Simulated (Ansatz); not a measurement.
Sn8HO16 (cell charge −1, with a compensating background) (cell with a defect)

```cif
data_structure
_symmetry_space_group_name_H-M 'P 1'
_symmetry_Int_Tables_number 1
_cell_length_a 6.8267
_cell_length_b 6.8267
_cell_length_c 8.0774
_cell_angle_alpha 114.998
_cell_angle_beta 114.998
_cell_angle_gamma 90.000
_cell_volume 301.82
loop_
_atom_site_label
_atom_site_type_symbol
_atom_site_fract_x
_atom_site_fract_y
_atom_site_fract_z
_atom_site_occupancy
Sn1 Sn 0.63142 0.12187 0.24924 1
Sn2 Sn 0.35538 0.88106 0.74865 1
Sn3 Sn 0.13084 0.62128 0.24808 1
Sn4 Sn 0.88736 0.36216 0.74865 1
Sn5 Sn 0.25776 0.25170 0.50070 1
Sn6 Sn 0.01354 0.99935 0.01042 1
Sn7 Sn 0.75176 0.73758 0.48689 1
Sn8 Sn 0.50573 0.49965 0.99662 1
O1 O 0.32993 0.14399 0.25465 1
O2 O 0.05820 0.89206 0.74865 1
O3 O 0.82393 0.63801 0.24266 1
O4 O 0.58037 0.41408 0.74866 1
O5 O 0.93766 0.10631 0.25462 1
O6 O 0.66719 0.81570 0.74864 1
O7 O 0.43170 0.60034 0.24269 1
O8 O 0.19023 0.35139 0.74866 1
O9 O 0.77270 0.43977 0.50081 1
O10 O 0.52368 0.19261 0.99586 1
O11 O 0.27648 0.94541 0.50145 1
O12 O 0.02053 0.68761 0.99651 1
O13 O 0.73298 0.04767 0.49961 1
O14 O 0.47997 0.80515 0.99686 1
O15 O 0.23175 0.55695 0.50045 1
O16 O 0.98202 0.29672 0.99770 1
H1 H 0.64895 0.66937 0.74863 1
```

Level of theory: DFT PBE, scalar-relativistic, plane waves, PAW in Ansatz 0.2.0.

The density is the valence pseudo-density of a PAW calculation; it isn't the true density close to the nuclei.

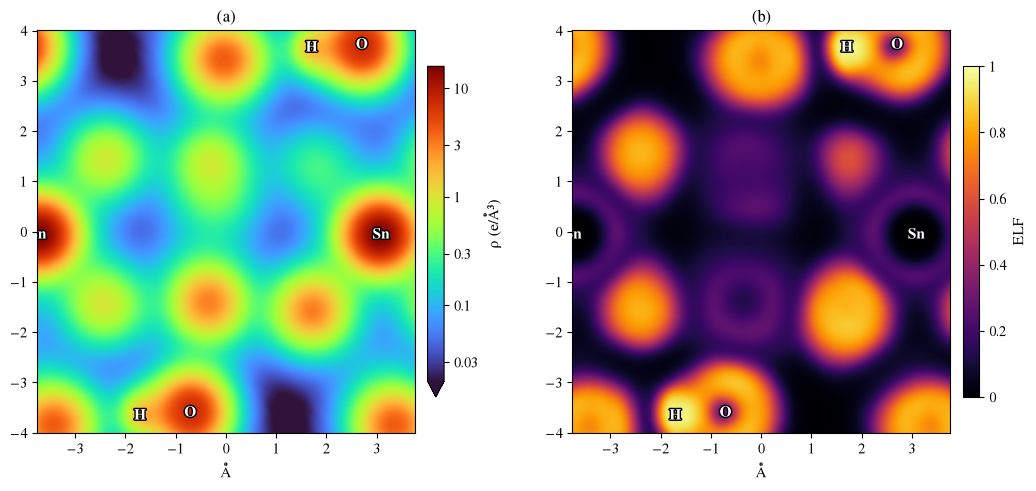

Figure 1. (a) valence pseudo-density; (b) electron localisation function on the (101̄) plane of the calculation cell.

### Read the bonding off the picture.

The section cuts through Sn, O and H sites.
Atoms just off the plane (Sn, 0.6 Å away and O, 0.4 Å away) can leave unmarked features too.
O–H (1.01 Å): ρ is about 3.6 e/Å³ halfway; the ELF climbs to about 0.95 towards the hydrogen, as it does in any bond to H: an ordinary covalent bond to hydrogen.
Between the atoms the lowest density in this plane is 0.01 e/Å³.
The ELF also peaks beside O, away from the bonds: lone-pair regions.

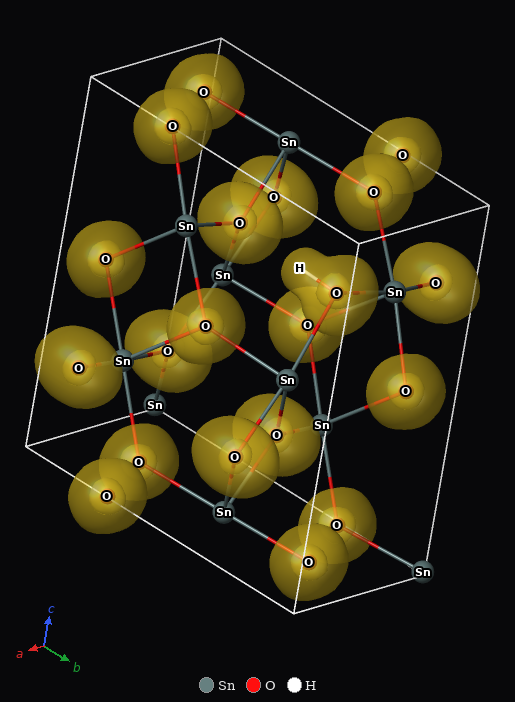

Figure 2. Isosurface of the electron localisation function at 0.7 (yellow), seen slightly off an axis. Core shells and regions of very low density are left out. Sticks mark near contacts.

### What do the ELF domains correspond to?

The surface consists of 15 regions wrapped around O (the valence shell of each) and one joined region spread over several atoms (H, O), in which their bonds and any lone pairs are merged, counted in one cell of 25 atoms. Regions shared between cells count once. Along the contacts the grid gives the following. Sn–O (2.03 Å): the ELF peaks at about 0.80 in the valence shell of O, 0.6 Å from its nucleus, and is about 0.25 at the midpoint; no shared electron pair shows on this line.

### Does the calculation make it a metal, or give it a gap?

It is metallic or semimetallic at this level of theory: no gap opens.
